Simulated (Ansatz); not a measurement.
## A series of single points on BaO

System: BaO (Fm-3m, 2 atoms in the cell).
Method: DFT, r2SCAN, PAW with Ansatz's default frozen-core files, scalar-relativistic; harmonic phonons by finite displacements, no spin polarisation (Ansatz 0.2.0).

The 7 runs differ only in the geometry, by an even scaling of the cell at fixed fractional positions. The structure derives from an entry of the Crystallography Open Database.

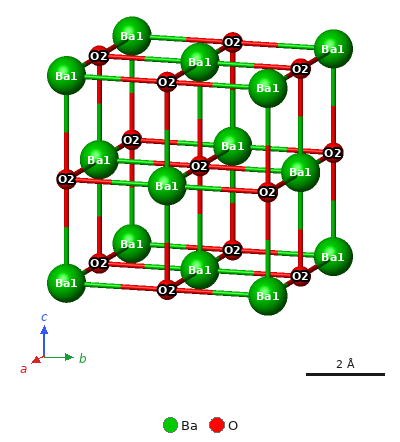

Figure 1. The structure of run 4 (ball-and-stick view of the cell 4 times as large as that of the calculation, set on its symmetry axes, seen slightly off an axis; atoms are numbered from 1 in the order of the input).

### Input of run 4
```yaml
crystal:
  lattice:
    - [2.72847638479, 2.72847638479, 0.0]
    - [-2.72847638479, 2.72847638479, 0.0]
    - [0.0, 2.72847638479, 2.72847638479]
  atoms:
    - { symbol: Ba, position: [0.0, 0.0, 0.0] }
    - { symbol: O, position: [0.5, 0.5, 0.0] }
kpoints:
  mp_grid: { grid: [8, 8, 8] }
scf:
  occupations: { method: fixed }
hamiltonian:
  xc: r2scan
  pseudopotentials: { kind: paw }
phonons:
  supercell: [1, 1, 1]
```

Command:
```bash
ansatz run input.yaml --threads 1 --pin off --max-ram 3072MiB --backend cpu --events-out ev --progress --plain --runs-dir out
```

Run 3 differs from it as follows:
```diff
-    - [2.72847638479, 2.72847638479, 0.0]
-    - [-2.72847638479, 2.72847638479, 0.0]
-    - [0.0, 2.72847638479, 2.72847638479]
+    - [2.70158343434, 2.70158343434, 0.0]
+    - [-2.70158343434, 2.70158343434, 0.0]
+    - [0.0, 2.70158343434, 2.70158343434]
```

### Results, with one run withheld

```tsv
run	volume per atom (Å³)	free energy per atom, from the lowest run given (meV)	gap on the mesh (eV)
1	18.458	116.79	1.78
2	19.196	59.57	1.97
3	19.718	?	?
4	20.312	11.83	2.21
5	20.772	3.24	2.29
6	21.303	0.00	2.38
7	21.911	3.94	2.47
```

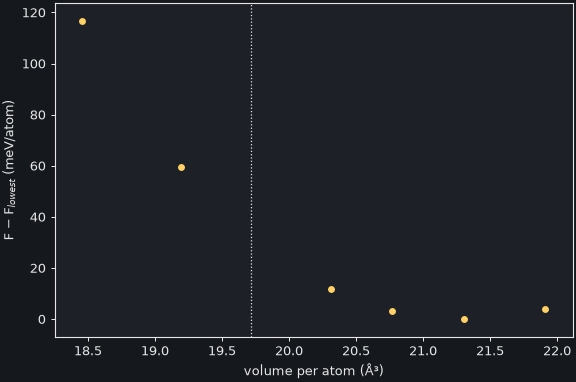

Figure 2. Free energy per atom of the runs given; the dotted line marks run 3.

What should run 3 give?

A cubic polynomial in V^(−2/3) (the Birch–Murnaghan form), fitted to the 6 runs given, misses them by at most 0.01 meV per atom. With x = V^(−2/3) − 0.13453 Å⁻², it reads F = 13.014 + 5958.5 x + 6.8743e+05 x² + 1.2886e+06 x³ (meV per atom). At run 3 it gives 32.06 meV per atom, and the run itself gives 32.08. The fit has its minimum at 21.300 Å³ per atom, where V d²F/dV² gives 75.9 GPa: the bulk modulus at this level, since symmetry fixes the shape and the positions. The gap on the mesh goes, without turning, from 1.78 eV in run 1 to 2.47 eV in run 7; run 3 has 2.09 eV. These are gaps of this functional on this mesh, which can miss the band edges; they aren't the measured gap.

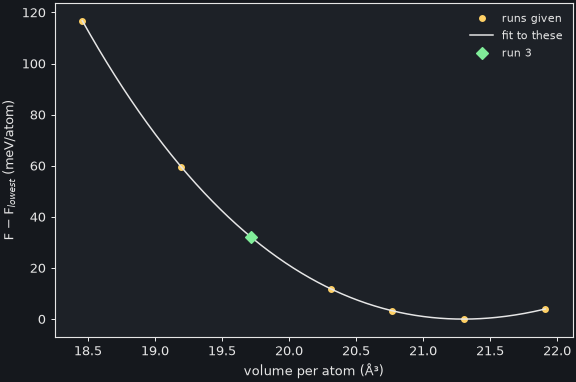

Figure 3. The fit and the withheld run.

### Output, shortened to warnings, some set-up lines, iterations and results (run 3)
```
Basis set: ecut = 500 eV, 965 PW (Γ), exchange–correlation on 240×240×240 points (512 copies of the dense FFT grid, shifted against one another)
Symmetry: 48 space group operations
k-points: 29 of 512
Initial density: superposition of atomic densities (neutral atoms: chi_scale 0, normalization atom), corrected by the library's trained network
[...]
SCF iter   1: F=—  HF=-6535.799518 eV  |F-HF|=—  |Δ(HF+E_count)|=         —  Δρ=1.01e-2  dr2=5.87e-2  dr2_τ=5.79e-2  ethr=1.77e-3  ⟨swp⟩=5.0  Hψ=2102  notcnv=0  defer=48
SCF iter   2: F=—  HF=-6535.905813 eV  |F-HF|=—  |Δ(HF+E_count)|=   1.06e-1  Δρ=1.15e-2  dr2=3.77e-2  dr2_τ=7.08e-3  ethr=3.67e-4  ⟨swp⟩=3.0  Hψ=915  notcnv=0  defer=49
SCF iter   3: F=—  HF=-6535.897882 eV  |F-HF|=—  |Δ(HF+E_count)|=   7.93e-3  Δρ=2.25e-3  dr2=1.29e-3  dr2_τ=1.38e-4  ethr=2.36e-4  ⟨swp⟩=2.7  Hψ=528  notcnv=0  defer=52
SCF iter   4: F=—  HF=-6535.897815 eV  |F-HF|=—  |Δ(HF+E_count)|=   6.64e-5  Δρ=6.37e-4  dr2=6.73e-5  dr2_τ=1.25e-5  ethr=8.05e-6  ⟨swp⟩=3.0  Hψ=622  notcnv=0  defer=55
SCF iter   5: F=—  HF=-6535.897819 eV  |F-HF|=—  |Δ(HF+E_count)|=   3.83e-6  Δρ=8.38e-5  dr2=1.38e-6  dr2_τ=2.20e-7  ethr=4.21e-7  ⟨swp⟩=2.1  Hψ=448  notcnv=0  defer=53
[... 19 lines ...]
SCF iter   4: F=—  HF=-6535.897816 eV  |F-HF|=—  |Δ(HF+E_count)|=   2.61e-8  Δρ=1.28e-6  dr2=6.65e-10  dr2_τ=6.66e-11  ethr=1.22e-10  ⟨swp⟩=2.0  Hψ=1123  notcnv=0  defer=57
SCF iter   5: F=—  HF=-6535.897816 eV  |F-HF|=—  |Δ(HF+E_count)|=  2.09e-11  Δρ=8.81e-7  dr2=2.79e-10  dr2_τ=2.84e-11  ethr=4.15e-12  ⟨swp⟩=2.1  Hψ=1101  notcnv=0  defer=57
SCF iter   6: F=—  HF=-6535.897816 eV  |F-HF|=—  |Δ(HF+E_count)|=  6.18e-11  Δρ=2.36e-7  dr2=1.56e-11  dr2_τ=2.80e-12  ethr=1.74e-12  ⟨swp⟩=2.0  Hψ=889  notcnv=0  defer=57
SCF iter   7: F=-6535.897816 eV  HF=-6535.897816 eV  |F-HF|=4.55e-12  |Δ(HF+E_count)|=  2.73e-12  Δρ=6.55e-8  dr2=5.93e-13  dr2_τ=1.51e-13  ethr=1.00e-12  ⟨swp⟩=5.0  Hψ=2837  …
SCF 4 converged in 7 iterations: F = -6535.897816 eV  dr2 = 5.93e-13
SCF converged after 2 iterations
Free energy (F): -6535.897820 eV
Harris-Foulkes:  -6535.897820 eV  (|F-HF|=3.64e-12)
Internal energy: -6535.897820 eV  (E = F + TS)
E sigma→0 (E₀):  -6535.897820 eV
Fermi energy:    9.432881 eV
--- Per-component energies (eV) ---
  E_band       = -8.740762
  E_kinetic    = 348.940981
  E_local      = -530.843729  (includes V_loc(G=0)·N_el)
  E_nonlocal   = 103.523980
  E_hartree    = 192.355006
  E_xc         = -233.422268
  E_vxc        = -257.489819  (∫ρ·V_xc dr)
  E_paw        = -5411.359920  (= ΣΔE_a)
  E_vpaw       = -71.844286  (= ΣTr[D̂ρ^β])
  E_aug_tail   = 0.001012  (compensation charges beyond the density's cutoff)
  E_vtau       = 14.261096  (kinetic-family band-sum trace: ∫τ·v_τ [+ j·A + Jᵃ·Aᵃ] dr)
  E_ewald      = -1005.131357
  E_core_change = 0.038475  (= ΣΔE_core)
  E_smearing   = -0.000000  (= −TS)
  E_closure    = 0.000000  (closes the sum)
  Σ components = -6535.897820   (vs F -6535.897820, Δ=0.00e0)
--- Forces (eV/Å), atoms counted from 1 ---
  atom   1  Ba    -0.00000000     0.00000000    -0.00000000
  atom   2  O      0.00000000    -0.00000000    -0.00000000
  max |Σ_I F_I| component: 3.32e-30 eV/Å
--- Phonons: 2 displaced members + reference (amplitude 0.0025 Å, Σ member SCF iterations 14) ---
  symmetry images taken by strict's conditions (phonons.symmetry_images: auto; settled by no image being taken that strict refuses)
  ASR residual: 9.140e-5 → 0.000e0 eV/Å²; symmetrization residual: 4.836e-5 eV/Å²
  largest component of a force at the reference: 3.3e-30 eV/Å
  ASR residual per site (eV/Å²): 6.29e-5 9.14e-5
  Γ frequencies (cm⁻¹): 0.00 0.00 0.00 143.36 143.36 143.36
  density of states and harmonic sums: on the 20×20×23 q-mesh, interpolated from the force constants of a 1×1×1 supercell (no non-analytic term)
  largest difference from the sums on the solved wave vectors: F 7.45e-1 eV, S 1.00e-3 and C_V 2.58e-4 eV/K
  zero-point energy: 0.033203 eV/cell   skipped modes (ω ≤ 0): 3   left out of the sums: 5.43e-5 of the cell's modes: C_V's classical limit lies that fraction below 3 k_B per atom; for a crystal, a wire or a layer, F and S can be off by more, and a phonons.interpolated_qmesh denser along its …
```
